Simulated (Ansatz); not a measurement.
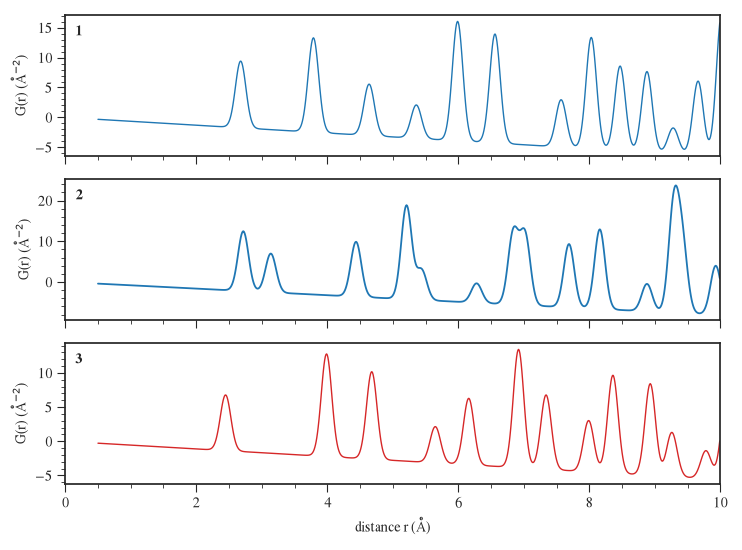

Simulated neutron pair distribution function, G(r) = R(r)/r − 4πρ₀r, summed over the atomic distances of the structure with each pair weighted by the product of the tabulated coherent neutron scattering lengths (natural isotope mix where the element has one); every distance is a Gaussian of σ = 0.08 Å. There is no Q-range truncation.

Candidate structures:

A. 
```
Pt
1.0
     2.67805    0.00000    0.00000
     0.00000    2.67805    0.00000
     0.00000    0.00000    2.67805
Pt
1
Direct
  0.00000 0.00000 0.00000
```

B. 
```
Pt
1.0
     3.14012    0.00000    0.00000
     0.00000    3.14012    0.00000
     0.00000    0.00000    3.14012
Pt
2
Direct
  0.00000 0.00000 0.00000
  0.50000 0.50000 0.50000
```

C. 
```yaml
crystal:
  lattice:
    - [5.64926, 0.00000, 0.00000]
    - [0.00000, 5.64926, 0.00000]
    - [0.00000, 0.00000, 5.64926]
  atoms:
    - { symbol: Pt, position: [0.75000, 0.75000, 0.75000] }
    - { symbol: Pt, position: [0.00000, 0.50000, 0.00000] }
    - { symbol: Pt, position: [0.75000, 0.25000, 0.25000] }
    - { symbol: Pt, position: [0.00000, 0.00000, 0.50000] }
    - { symbol: Pt, position: [0.25000, 0.75000, 0.25000] }
    - { symbol: Pt, position: [0.50000, 0.50000, 0.50000] }
    - { symbol: Pt, position: [0.25000, 0.25000, 0.75000] }
    - { symbol: Pt, position: [0.50000, 0.00000, 0.00000] }
```

Origins: A, coordinates from a relaxation with Ansatz, DFT, BLYP, plane waves (420 eV) with PAW, scalar-relativistic; the starting structure was generated, so it need not be a known form of this composition; B, the geometry relaxed with DFT, m-r2SCAN, plane waves (500 eV) with PAW, scalar-relativistic (Ansatz); the starting structure was generated, so it need not be a known form of this composition; C, the geometry relaxed with DFT, LDA (PW92), plane waves (420 eV) with PAW, scalar-relativistic in Ansatz 0.2.0; the starting structure was generated, so it need not be a known form of this composition.

Which PDF belongs to which candidate?

Answer. curve 1 is A (Pt, first clear peaks at 2.68 Å (Pt–Pt) and 3.79 Å (Pt–Pt)); curve 2 is B (Pt, first clear peaks at 2.72 Å (Pt–Pt) and 3.14 Å (Pt–Pt)); curve 3 is C (Pt, first clear peaks at 2.45 Å (Pt–Pt) and 3.99 Å (Pt–Pt)).
